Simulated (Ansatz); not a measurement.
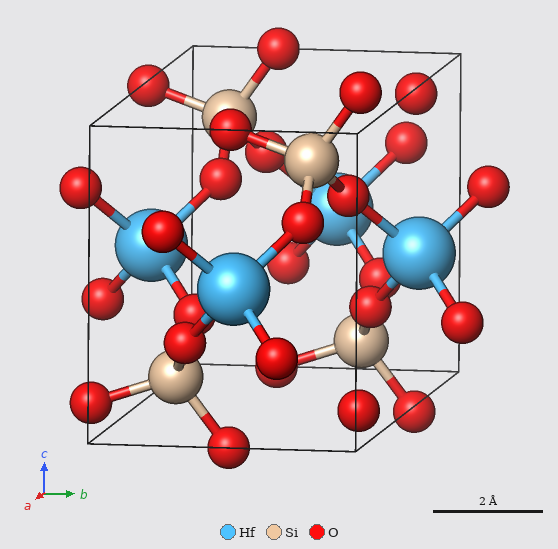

Crystal structure, ball-and-stick style, seen slightly off an axis. Thin lines show the conventional unit cell, with boundary atoms drawn in all their periodic places. Some neighbours outside the box are added. Cell: a = 9.91 Å, b = 5.01 Å, c = 5.88 Å, α = 90.00°, β = 91.78°, γ = 90.00°.

Provenance: a structure type filled with these elements by a generator (whether the compound takes this form wasn't checked). Earlier steps of the study, as a rule a relaxation of our own, may have changed the cell and positions, so they can lie some per cent off the listed ones. It was run through Ansatz as a DFT input.

What structure is drawn here?

The stoichiometry is HfSi₂O₆. The symmetry is that of C2 (No. 5), on a base-centred monoclinic lattice. Content of the cell: 2 Hf, 4 Si, 12 O (Z = 2). Hf is coordinated by four O in a tetrahedral arrangement at about 1.9 Å. The Si atoms are each bonded to four O in a tetrahedral arrangement at about 1.6 Å. O takes three kinds of site: 4c with one Hf and one Si in a bent arrangement (about 1.9 Å to Hf, 1.6 Å to Si); 4c with two Si in a bent arrangement at about 1.6 Å; 4c with one Si and one Hf in a bent arrangement (about 1.6 Å to Si, 2.0 Å to Hf). The bonds build a three-dimensional framework.

Results below were computed with DFT PBEsol, scalar-relativistic, plane waves, PAW in Ansatz 0.2.0; the settings were plane waves up to 420 eV, k-points about 0.27 Å⁻¹ apart, Gaussian smearing of 0.02 eV, no spin polarisation.

Is it conducting or gapped at this level?

An insulator at this level, with a gap of 4.95 eV, indirect.

What are the atomic charges by Bader's partition?

Hf +2.60 e; Si +3.27 e; O -1.65 to -1.46 e.

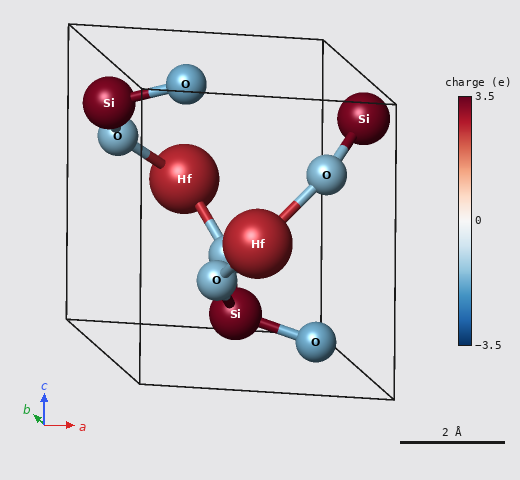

The atoms coloured by those charges. The run's cell of 9 atoms is drawn in a reduced setting, so axes and origin can differ from the first picture.

Does the calculation find this structure at rest?

No. The largest force is 0.21 eV/Å, on O. The pressure is -2.7 GPa, so the cell would contract.

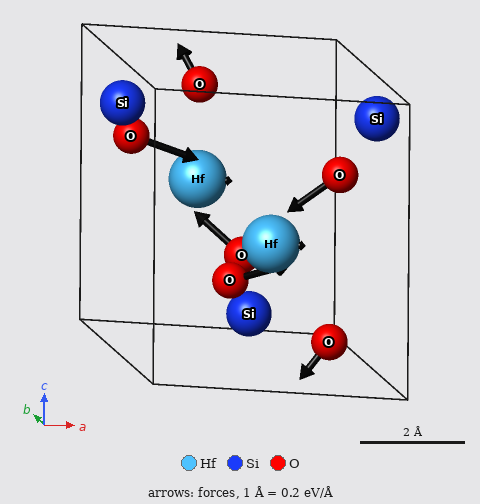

The forces as arrows. The run's cell of 9 atoms is drawn in a reduced setting, so axes and origin can differ from the first picture.
